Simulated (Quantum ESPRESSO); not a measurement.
System: SiC (space group P6_3mc).

Calculation (Quantum ESPRESSO 7.5): plane-wave DFT, no spin polarisation; energies at scaled volumes of the given cell, shape and fractions fixed, counted from the fit's minimum, third-order Birch-Murnaghan fit. All runs: no spin polarisation.

- k mesh: 10×10×5
- occupations: Fermi–Dirac
- smearing width: 0.05 eV

Settings that differ: PBEsol: density cutoff 4460 eV, wave cutoff 1120 eV, potentials PseudoDojo-0.4.1-SR-PBEsol-standard; PBE: density cutoff 4460 eV, wave cutoff 1120 eV, potentials Ansatz-NC-SR-PBE; PBE + D4: density cutoff 4460 eV, wave cutoff 1120 eV, potentials PseudoDojo-0.4.1-SR-PBE-standard; LDA: density cutoff 4900 eV, wave cutoff 612 eV, potentials GBRV-1.5-LDA; PBEsol + D4: density cutoff 4460 eV, wave cutoff 1120 eV, potentials PseudoDojo-0.4.1-SR-PBEsol-standard.

Predict the energy against volume, with one curve for each functional. The cases: PBEsol; PBE; PBE + D4; LDA; PBEsol + D4.

The fitted equilibrium volumes, smallest first, are LDA 10.158, PBEsol + D4 10.245, PBE + D4 10.318, PBEsol 10.358, PBE 10.525 Å³/atom. The fitted bulk moduli, smallest first, are PBE 212.0, PBE + D4 218.8, PBEsol 220.9, PBEsol + D4 224.9, LDA 228.9 GPa.

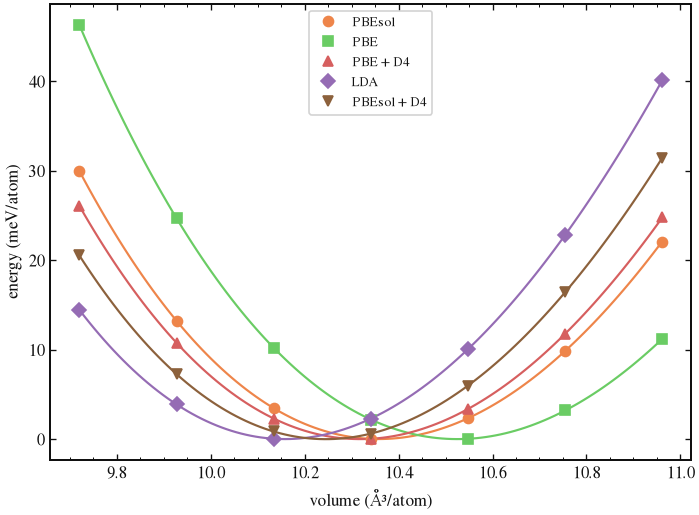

Caveats: shape and atomic fractions are frozen while scaling, which makes layered, chain and framework solids too stiff.
